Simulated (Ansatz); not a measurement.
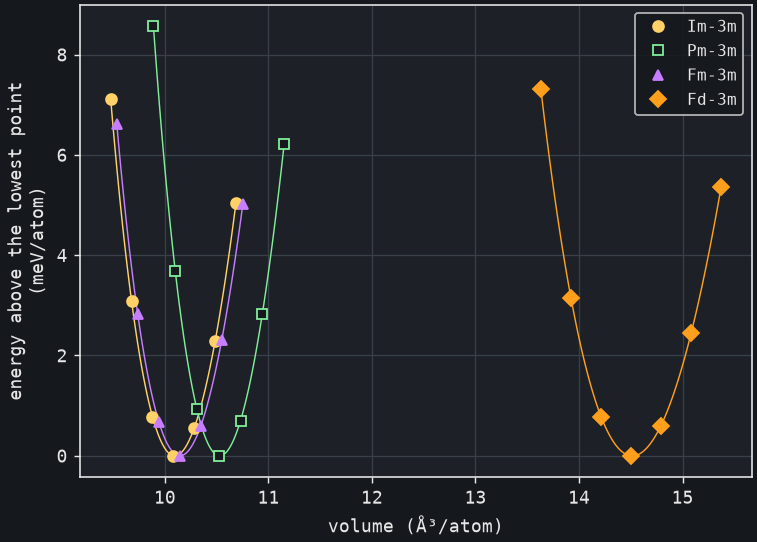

Method: equation of state of a cubic crystal from periodic Kohn-Sham density functional theory without spin, third-order Birch-Murnaghan fit to the free energies; pressure corrected for the finite basis (Ansatz 0.2.0 development build). Level: PBE.

occupation method Fermi–Dirac; occupation width 0.06123 eV; wave cutoff 420 eV; datasets soft-1 PAW; density tolerance 1e−07 eV; density cutoff ratio 4; search for lower states default.

Energy above the lowest point against volume, with one curve for each structure, for F. Each energy curve has its own zero, so the curves don't rank the structures.

Settings that differ: Im-3m: k mesh 56×56×56, atoms in cell 1, lattice centring body-centred primitive, space group number 229, structure type bcc; Pm-3m: k mesh 25×25×25, atoms in cell 1, lattice centring simple cubic, space group number 221, structure type simple cubic; Fm-3m: k mesh 54×54×54, atoms in cell 1, lattice centring face-centred primitive, space group number 225, structure type fcc; Fd-3m: k mesh 38×38×38, atoms in cell 2, lattice centring face-centred primitive, space group number 227, structure type diamond.

The fitted equilibrium volumes, smallest first, are Im-3m 10.09, Fm-3m 10.15, Pm-3m 10.53, Fd-3m 14.51 Å³/atom. The fitted bulk moduli, smallest first, are Fd-3m 38.2, Fm-3m 50.3, Im-3m 52.6, Pm-3m 61.5 GPa.

Caveats: cubic model structure, not the ambient form; modest k-mesh, values are not fully converged in k (Pm-3m); no spin polarisation, a magnetic state may lie lower.
